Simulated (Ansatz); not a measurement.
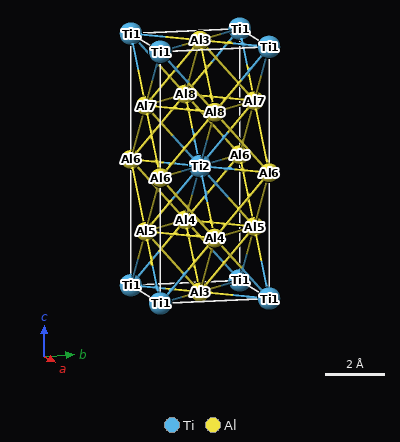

Figure 1. The structure as given in the input (ball-and-stick view of the cell of the calculation, seen slightly off an axis; atoms are numbered from 1 in the order of the input). Near neighbours in the crystal (not all of them lie inside the picture): Ti has 12 Al at 2.72 to 2.90 Å; Al has 8 Al at 2.72 to 2.90 Å and 4 Ti at 2.72 to 2.90 Å.

**Two runs on TiAl$_{3}$**

System: TiAl$_{3}$ (I4/mmm, 8 atoms in the cell).
Method of run 1: DFT PBE, scalar-relativistic, plane waves, PAW, no spin polarisation (Ansatz 0.2.0).

The structure derives from a Materials Project entry. Text and figures count atoms from 1; the logs count them from 0 in places.

Input, run 1:
```yaml
crystal:
  lattice:
    - [3.8453468586, 0.0, 0.0]
    - [0.0, 3.8453468586, 0.0]
    - [0.0, 0.0, 8.7090376891]
  atoms:
    - { symbol: Ti, position: [0.0, 0.0, 0.0] }
    - { symbol: Ti, position: [0.5, 0.5, 0.5] }
    - { symbol: Al, position: [0.5, 0.5, 0.0] }
    - { symbol: Al, position: [0.0, 0.5, 0.25] }
    - { symbol: Al, position: [0.5, 0.0, 0.25] }
    - { symbol: Al, position: [0.0, 0.0, 0.5] }
    - { symbol: Al, position: [0.5, 0.0, 0.75] }
    - { symbol: Al, position: [0.0, 0.5, 0.75] }
basis:
  ecutwfc: 420
kpoints:
  mp_grid: { grid: [10, 10, 4] }
hamiltonian:
  xc: pbe
scf:
  occupations: { method: gaussian, width: 0.1 }
output:
  forces: true
  stress: true
  eigenvalues: true
```

Command:
```bash
ansatz run input.yaml --threads 1 --pin off --max-ram 2560MiB --backend cpu --events-out ev --progress --plain --runs-dir out
```

Hardware: 1 thread of Arm Neoverse V2, 240 GiB of memory available, shared host.

Output, shortened to warnings, some set-up lines, iterations and results (run 1):
```
Basis set: ecut = 420 eV, 2541 PW (Γ), exchange–correlation on 54×54×120 points (8 copies of the dense FFT grid, shifted against one another)
Symmetry: 32 space group operations
k-points: 63 of 400
Initial density: superposition of atomic densities (neutral atoms: chi_scale 0, normalization atom), corrected by the library's trained network
[...]
SCF iter   1: F=—  HF=-8227.526304 eV  |F-HF|=—  |Δ(HF+E_count)|=         —  Δρ=3.40e-3  dr2=2.27e-2  ethr=1.77e-3  ⟨swp⟩=6.7  Hψ=9015  notcnv=0
SCF iter   2: F=—  HF=-8227.523721 eV  |F-HF|=—  |Δ(HF+E_count)|=   2.58e-3  Δρ=1.64e-3  dr2=5.00e-3  ethr=5.41e-5  ⟨swp⟩=1.0  Hψ=2331  notcnv=0
SCF iter   3: F=—  HF=-8227.523225 eV  |F-HF|=—  |Δ(HF+E_count)|=   4.95e-4  Δρ=3.52e-4  dr2=1.49e-4  ethr=1.19e-5  ⟨swp⟩=2.0  Hψ=2113  notcnv=0
SCF iter   4: F=—  HF=-8227.523212 eV  |F-HF|=—  |Δ(HF+E_count)|=   1.31e-5  Δρ=9.43e-5  dr2=1.75e-5  ethr=3.54e-7  ⟨swp⟩=2.4  Hψ=2420  notcnv=0
SCF iter   5: F=—  HF=-8227.523299 eV  |F-HF|=—  |Δ(HF+E_count)|=   8.67e-5  Δρ=1.33e-5  dr2=2.34e-7  ethr=4.17e-8  ⟨swp⟩=2.1  Hψ=2217  notcnv=0
SCF iter   6: F=-8227.523299 eV  HF=-8227.523299 eV  |F-HF|=4.38e-9  |Δ(HF+E_count)|=   2.64e-9  Δρ=3.18e-6  dr2=9.15e-9  ethr=2.38e-10  ⟨swp⟩=8.2  Hψ=7158  notcnv=0
SCF 1 converged in 6 iterations: F = -8227.523299 eV  dr2 = 9.15e-9
SCF converged after 6 iterations
Free energy (F): -8227.523299 eV
Harris-Foulkes:  -8227.523299 eV  (|F-HF|=4.38e-9)
Internal energy: -8227.506451 eV  (E = F + TS)
E sigma→0 (E₀):  -8227.514875 eV
Entropy (-TS):   -0.016848 eV (-2.106 meV/atom)
Fermi energy:    9.371419 eV
--- Per-component energies (eV) ---
  E_band       = -313.981042
  E_kinetic    = 684.595845
  E_local      = -2405.224371  (includes V_loc(G=0)·N_el)
  E_nonlocal   = 80.178925
  E_hartree    = 1056.124323
  E_xc         = -435.096415
  E_vxc        = -419.968131  (∫ρ·V_xc dr)
  E_paw        = -4901.054158  (= ΣΔE_a)
  E_vpaw       = -365.815797  (= ΣTr[D̂ρ^β])
  E_aug_tail   = 0.000235  (compensation charges beyond the density's cutoff)
  E_ewald      = -2307.030835
  E_smearing   = -0.016848  (= −TS)
  E_closure    = -0.000000  (closes the sum)
  Σ components = -8227.523299   (vs F -8227.523299, Δ=0.00e0)
--- Forces (eV/Å), atoms counted from 1 ---
  atom   1  Ti     0.00000000     0.00000000     0.00000000
  atom   2  Ti     0.00000000     0.00000000    -0.00000000
  atom   3  Al    -0.00000000    -0.00000000     0.00000000
  atom   4  Al    -0.00000000    -0.00000000     0.00000000
  atom   5  Al    -0.00000000     0.00000000     0.00000000
  atom   6  Al    -0.00000000    -0.00000000     0.00000000
  atom   7  Al    -0.00000000     0.00000000    -0.00000000
  atom   8  Al    -0.00000000    -0.00000000    -0.00000000
  max |Σ_I F_I| component: 1.39e-17 eV/Å
--- Stress (GPa, compression-positive) ---
       -0.451960      -0.000000       0.000000
       -0.000000      -0.451960       0.000000
        0.000000       0.000000      -2.100844
  P = ⅓ Tr σ = -1.0016 GPa (-10.016 kbar)
```

The input of run 2 differs as follows (lines with − go, lines with + come):
```diff
-basis:
-  ecutwfc: 420
-  mp_grid: { grid: [10, 10, 4] }
+  mp_grid: { grid: [10, 10, 4], shift: [0.5, 0.5, 0.5] }
```

What does this change do to the results?

The free energy of run 2 is 0.7 meV per atom higher, the joint effect of these numerical settings, which can't be told apart here. The number of SCF iterations is the same. The irreducible k-points go from 63 to 30. On the same kind of shared host run 2 took about 0.49 times as long.

Output, shortened to warnings, some set-up lines, iterations and results (run 2):
```
Basis set: ecut = 420 eV, 2541 PW (Γ), exchange–correlation on 54×54×120 points (8 copies of the dense FFT grid, shifted against one another)
Symmetry: 32 space group operations
k-points: 30 of 400
Initial density: superposition of atomic densities (neutral atoms: chi_scale 0, normalization atom), corrected by the library's trained network
[...]
SCF iter   1: F=—  HF=-8227.520133 eV  |F-HF|=—  |Δ(HF+E_count)|=         —  Δρ=3.33e-3  dr2=2.17e-2  ethr=1.77e-3  ⟨swp⟩=6.5  Hψ=4289  notcnv=0
SCF iter   2: F=—  HF=-8227.517730 eV  |F-HF|=—  |Δ(HF+E_count)|=   2.40e-3  Δρ=1.61e-3  dr2=4.83e-3  ethr=5.17e-5  ⟨swp⟩=1.0  Hψ=1110  notcnv=0
SCF iter   3: F=—  HF=-8227.517274 eV  |F-HF|=—  |Δ(HF+E_count)|=   4.56e-4  Δρ=3.48e-4  dr2=1.40e-4  ethr=1.15e-5  ⟨swp⟩=2.0  Hψ=1011  notcnv=0
SCF iter   4: F=—  HF=-8227.517263 eV  |F-HF|=—  |Δ(HF+E_count)|=   1.09e-5  Δρ=9.83e-5  dr2=1.91e-5  ethr=3.34e-7  ⟨swp⟩=2.3  Hψ=1103  notcnv=0
SCF iter   5: F=—  HF=-8227.517352 eV  |F-HF|=—  |Δ(HF+E_count)|=   8.89e-5  Δρ=1.33e-5  dr2=2.37e-7  ethr=4.54e-8  ⟨swp⟩=2.0  Hψ=1045  notcnv=0
SCF iter   6: F=-8227.517352 eV  HF=-8227.517352 eV  |F-HF|=4.88e-9  |Δ(HF+E_count)|=   3.95e-9  Δρ=3.44e-6  dr2=1.04e-8  ethr=2.38e-10  ⟨swp⟩=8.2  Hψ=3395  notcnv=0
SCF 1 converged in 6 iterations: F = -8227.517352 eV  dr2 = 1.04e-8
SCF converged after 6 iterations
Free energy (F): -8227.517352 eV
Harris-Foulkes:  -8227.517352 eV  (|F-HF|=4.88e-9)
Internal energy: -8227.495342 eV  (E = F + TS)
E sigma→0 (E₀):  -8227.506347 eV
Entropy (-TS):   -0.022010 eV (-2.751 meV/atom)
Fermi energy:    9.374825 eV
--- Per-component energies (eV) ---
  E_band       = -313.942164
  E_kinetic    = 684.612230
  E_local      = -2405.260955  (includes V_loc(G=0)·N_el)
  E_nonlocal   = 80.183849
  E_hartree    = 1056.154513
  E_xc         = -435.096510
  E_vxc        = -419.968319  (∫ρ·V_xc dr)
  E_paw        = -4901.057870  (= ΣΔE_a)
  E_vpaw       = -365.822014  (= ΣTr[D̂ρ^β])
  E_aug_tail   = 0.000235  (compensation charges beyond the density's cutoff)
  E_ewald      = -2307.030835
  E_smearing   = -0.022010  (= −TS)
  E_closure    = -0.000000  (closes the sum)
  Σ components = -8227.517352   (vs F -8227.517352, Δ=0.00e0)
--- Forces (eV/Å), atoms counted from 1 ---
  atom   1  Ti     0.00000000    -0.00000000    -0.00000000
  atom   2  Ti     0.00000000     0.00000000    -0.00000000
  atom   3  Al    -0.00000000     0.00000000     0.00000000
  atom   4  Al     0.00000000    -0.00000000     0.00000000
  atom   5  Al     0.00000000     0.00000000     0.00000000
  atom   6  Al    -0.00000000     0.00000000     0.00000000
  atom   7  Al     0.00000000    -0.00000000     0.00000000
  atom   8  Al     0.00000000    -0.00000000     0.00000000
  max |Σ_I F_I| component: 6.94e-18 eV/Å
--- Stress (GPa, compression-positive) ---
       -0.385858       0.000000       0.000000
       -0.000000      -0.385858       0.000000
        0.000000       0.000000      -2.205888
  P = ⅓ Tr σ = -0.9925 GPa (-9.925 kbar)
```

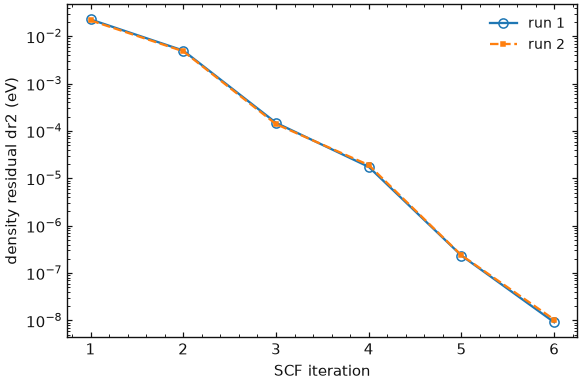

Figure 2. Convergence of the two runs: density residual dr2 against the SCF iteration. Run 1 takes 6 iterations in all, and run 2 takes 6.

The two runs side by side:

| quantity | run 1 | run 2 |
| --- | --- | --- |
| outcome | converged | converged |
| free energy per atom (eV) | −1028.4404 | −1028.4397 |
| energy per atom, smearing taken to zero (eV) | −1028.4394 | −1028.4383 |
| gap on the mesh (eV) | 0.00 | 0.00 |
| pressure (GPa) | −1.00 | −0.99 |
| largest force (eV/Å) | 0.000 | 0.000 |
| SCF iterations | 6 | 6 |
| irreducible k-points | 63 | 30 |
| plane waves at Γ | 2541 | 2541 |
| wall time (shared host) | 12 s | 6.1 s |
